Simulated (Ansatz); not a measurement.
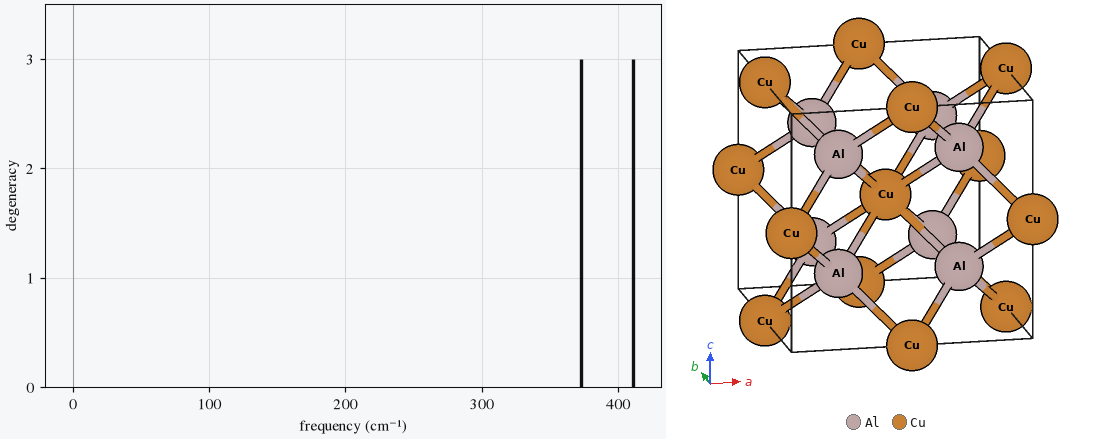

The figure shows the zone-centre optical phonon frequencies (the three acoustic modes are left out) for Al₂Cu, space group Fm-3m (No. 225). The conventional cell is drawn beside the plot.

Starting cell:
```
CELL_PARAMETERS angstrom
-1.88681 1.88681 2.66836
1.88681 -1.88681 2.66836
1.88681 1.88681 -2.66836
ATOMIC_POSITIONS crystal
Al 0.75000 0.25000 0.50000
Al 0.25000 0.75000 0.50000
Cu 0.50000 0.50000 0.00000
```

Method: harmonic phonon frequencies at the zone centre with atoms at rest in the given cell, without the long-range term of polar modes, the three translations left out, imaginary frequencies are negative; plane waves with PAW datasets, Γ-centred k mesh (Ansatz 0.2.0). Level: PBEsol, no spin polarisation.

- wave cutoff: 420 eV
- k mesh: 16×16×16
- occupations: Fermi–Dirac
- smearing width: 0.15 eV
- pressure: 35 GPa
- phonon method: linear response

**Are there unstable modes?**

No frequency is imaginary, so the structure is stable to these displacements (zone-boundary modes weren't tested here).

**What is the highest frequency?**

The highest mode lies at 411.3 cm⁻¹.

**List the optical modes with their degeneracies.**

372.9 (×3), 411.3 (×3) cm⁻¹.

Caveats: metal sensitive to the k mesh.
